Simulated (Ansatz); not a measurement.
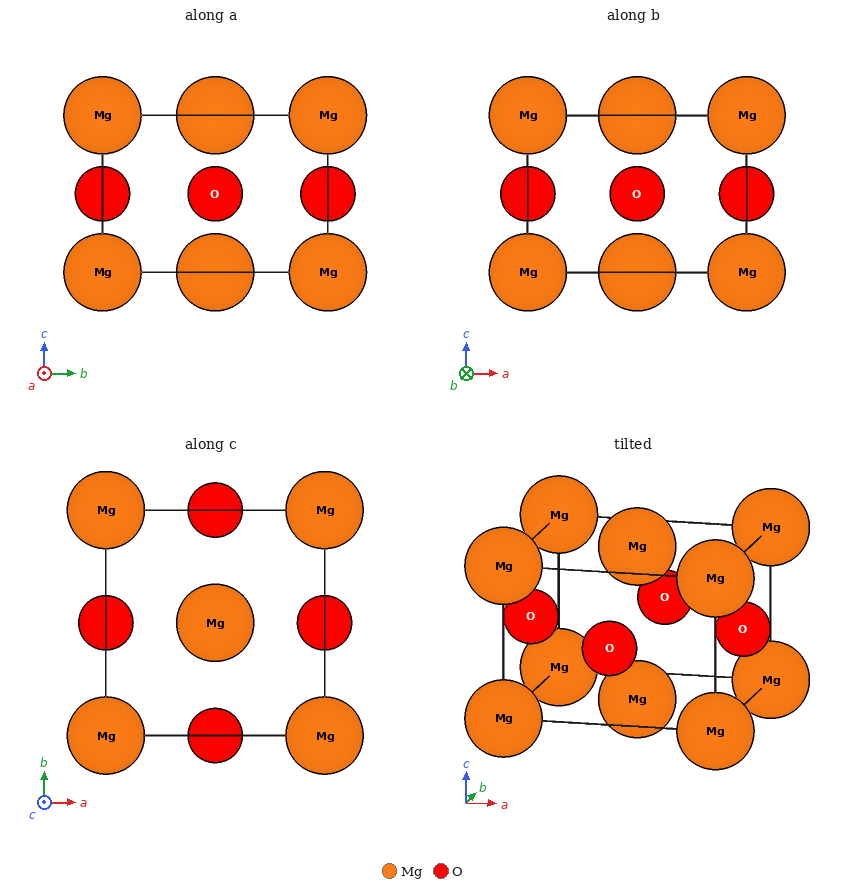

This spheres-only model is shown along the a axis, along the b axis, along the c axis and slightly off an axis. The conventional unit cell is outlined; an atom on or near a face, edge or corner is repeated at each equivalent position.

Lattice parameters: a = 3.6534 Å, b = 3.7666 Å, c = 2.6233 Å, α = 90.000°, β = 90.000°, γ = 90.000°.

> Transcribe the picture into a CIF with its space group and independent sites.

```cif
data_structure
_symmetry_space_group_name_H-M 'C m m m'
_symmetry_Int_Tables_number 65
_cell_length_a 3.6534
_cell_length_b 3.7666
_cell_length_c 2.6233
_cell_angle_alpha 90.000
_cell_angle_beta 90.000
_cell_angle_gamma 90.000
_cell_volume 36.10
loop_
_atom_site_label
_atom_site_type_symbol
_atom_site_symmetry_multiplicity
_atom_site_Wyckoff_symbol
_atom_site_fract_x
_atom_site_fract_y
_atom_site_fract_z
_atom_site_occupancy
Mg1 Mg 2 a 0.0000 0.0000 0.0000 1
O1 O 2 c 0.5000 0.0000 0.5000 1
```

Provenance: a structure type filled with these elements by a generator (whether the compound takes this form wasn't checked). The cell was then strained or its atoms displaced on purpose. Ansatz was used for an electronic-structure calculation on it.
